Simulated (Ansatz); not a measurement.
Fe, as given below.

```cif
data_structure
_symmetry_space_group_name_H-M 'P 1'
_symmetry_Int_Tables_number 1
_cell_length_a 2.4343
_cell_length_b 2.4343
_cell_length_c 2.4343
_cell_angle_alpha 90.000
_cell_angle_beta 90.000
_cell_angle_gamma 90.000
_cell_volume 14.43
loop_
_atom_site_label
_atom_site_type_symbol
_atom_site_fract_x
_atom_site_fract_y
_atom_site_fract_z
_atom_site_occupancy
Fe1 Fe 0.00000 0.00000 0.00000 1
```

Structure used: the end point of a relaxation with DFT, r2SCAN, plane waves (500 eV) with PAW, scalar-relativistic (Ansatz 0.2.0); the starting structure was generated, so it need not be a known form of this composition.

### Where will the first 3 clear peaks of its X-ray PDF lie (peak width σ = 0.08 Å), and from which pairs do they come?

1. 2.43 Å: Fe–Fe at 2.43 Å
2. 3.44 Å: Fe–Fe at 3.44 Å
3. 4.22 Å: Fe–Fe at 4.22 Å

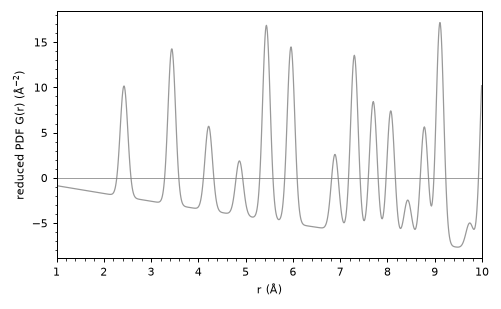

Computed X-ray G(r), with each pair weighted by the product of the atomic numbers (X-ray weights at Q = 0) and a uniform peak width σ = 0.08 Å, damped by exp(−(Q_damp r)²/2) with Q_damp = 0.040 Å⁻¹. There is no Q-range truncation.
